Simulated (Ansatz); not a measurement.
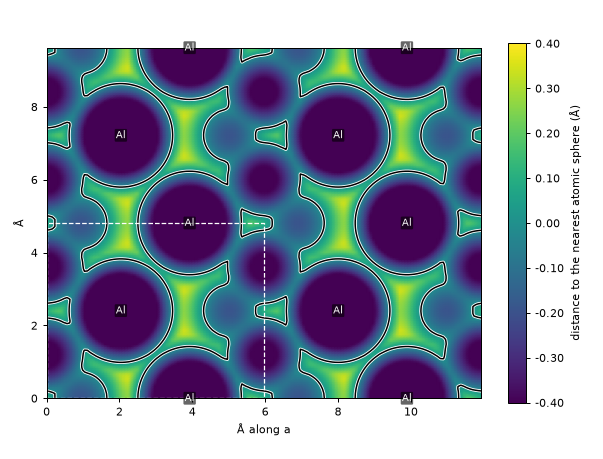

Map of the distance to the nearest atomic sphere in Al$_{2}$Cu in space group I4/mcm, computed on the section y = 0.134 (parallel to a and c; the dashed line is one cell). The black line marks the spheres' surfaces; positive values are empty space; unlabelled circles belong to atoms above or below the section.

Hard-sphere model; metallic radii: Al 1.43 Å, Cu 1.28 Å.

Origin of the cell: the geometry relaxed with Ansatz 0.2.0, DFT PBE+D3(BJ), scalar-relativistic, plane waves, PAW.

```cif
data_structure
_symmetry_space_group_name_H-M 'P 1'
_symmetry_Int_Tables_number 1
_cell_length_a 5.9641
_cell_length_b 5.9641
_cell_length_c 4.8109
_cell_angle_alpha 90.000
_cell_angle_beta 90.000
_cell_angle_gamma 90.000
_cell_volume 171.13
loop_
_atom_site_label
_atom_site_type_symbol
_atom_site_fract_x
_atom_site_fract_y
_atom_site_fract_z
_atom_site_occupancy
Al1 Al 0.15821 0.65821 0.50000 1
Al2 Al 0.84179 0.65821 0.00000 1
Al3 Al 0.84179 0.34179 0.50000 1
Al4 Al 0.15821 0.34179 0.00000 1
Cu1 Cu 0.00000 0.00000 0.75000 1
Cu2 Cu 0.00000 0.00000 0.25000 1
Al5 Al 0.65821 0.15821 0.00000 1
Al6 Al 0.34179 0.15821 0.50000 1
Al7 Al 0.34179 0.84179 0.00000 1
Al8 Al 0.65821 0.84179 0.50000 1
Cu3 Cu 0.50000 0.50000 0.25000 1
Cu4 Cu 0.50000 0.50000 0.75000 1
```

Where is the largest hole in this section, and how large is it?

Answer. At 0.366, 0.134, 0.881 (fractional), where the distance reaches 0.41 Å; it is enclosed by 4 Al in a tetrahedral arrangement. It is the largest hole of the crystal.

How much of the crystal lies outside the spheres?

Answer. About 24 % of the cell's volume, and 24 % of this section's area.

What can pass through?

Answer. The largest sphere that fits anywhere has a diameter of 0.82 Å; the largest that can travel through the crystal, about 0.5 Å.
